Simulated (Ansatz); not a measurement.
# HfS$_{2}$: what the fields show

Input file:

```
crystal:
  lattice:
    - [3.5559471974, 0.0, 0.0]
    - [-1.7779735987, 3.0795406075, 0.0]
    - [0.0, 0.0, 5.6805292162]
  atoms:
    - { symbol: Hf, position: [0.0, 0.0, 0.0] }
    - { symbol: S, position: [0.6666666667, 0.3333333333, 0.7454257779] }
    - { symbol: S, position: [0.3333333333, 0.6666666667, 0.2545742221] }
basis:
  ecutwfc: 420
kpoints:
  mp_grid: { grid: [12, 12, 6] }
hamiltonian:
  xc: lda
scf:
  occupations: { method: fixed }
output:
  forces: true
  stress: true
  eigenvalues: true
  write_density: true
  write_potential: true
  elf: true
  volumetric_format: npy
relax:
  adjacent_minimum: "off"
  f_tol: 0.001
  max_steps: 60
  cell: { stress_tol: 0.02, p_target: 12.0 }
```

Launched as:

```sh
ansatz run input.yaml --threads 1 --pin off --max-ram 3072MiB --backend cpu --events-out ev --progress --plain --runs-dir out
```

Below, planes, directions and counts refer to the conventional cell (a = 3.40 Å, b = 3.40 Å, c = 5.22 Å, α = 90.00°, β = 90.00°, γ = 120.00°).

The fields are those of the relaxed geometry.

Space group P-3m1; a structure from a database of computed crystals, not necessarily the ambient phase; computed pressure about 12 GPa in this cell.

All numbers below come from DFT LDA, scalar-relativistic, plane waves, PAW in Ansatz.

The density is the valence pseudo-density of a PAW calculation; it isn't the true density close to the nuclei.

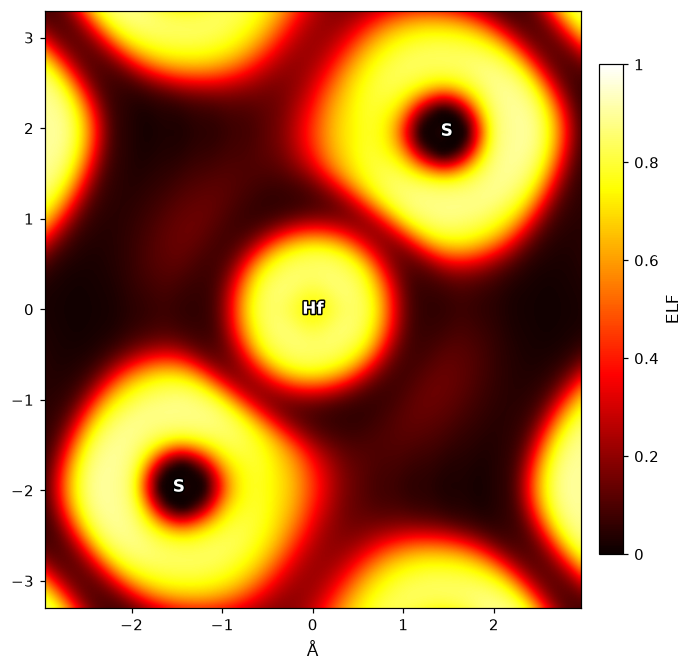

Figure 1. Electron localisation function on the (110) plane of the conventional cell.

Describe what can be read from this map.

The section cuts through Hf and S sites.
Hf–S (2.46 Å): the ELF peaks at about 0.85 in the valence shell of S, 0.8 Å from its nucleus, and is about 0.35 at the midpoint.
The features right at Hf lie inside the PAW spheres, where the map follows smoothed inner orbitals and isn't to be read closely.

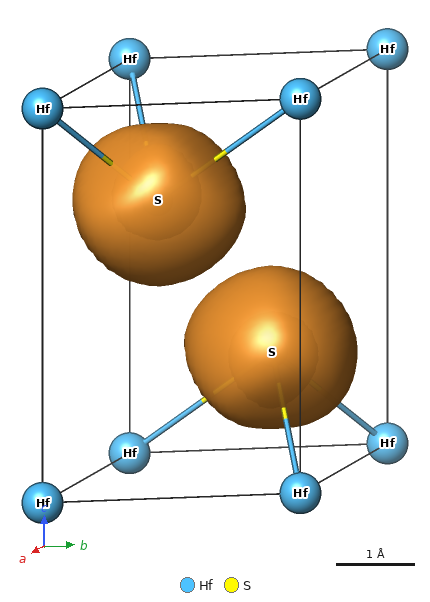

Figure 2. Isosurface of the electron localisation function at 0.75 (orange), seen slightly off an axis. Only the valence region is drawn (cores and ρ < 0.01 e/Å³ removed). Sticks mark near contacts.

Describe the localisation domains.

At this value the surface marks out two regions wrapped around S (the valence shell of each), counted in one cell of 3 atoms. Regions shared between cells count once.

Does the calculation make it a metal, or give it a gap?

It is metallic or semimetallic at this level of theory: no gap opens.
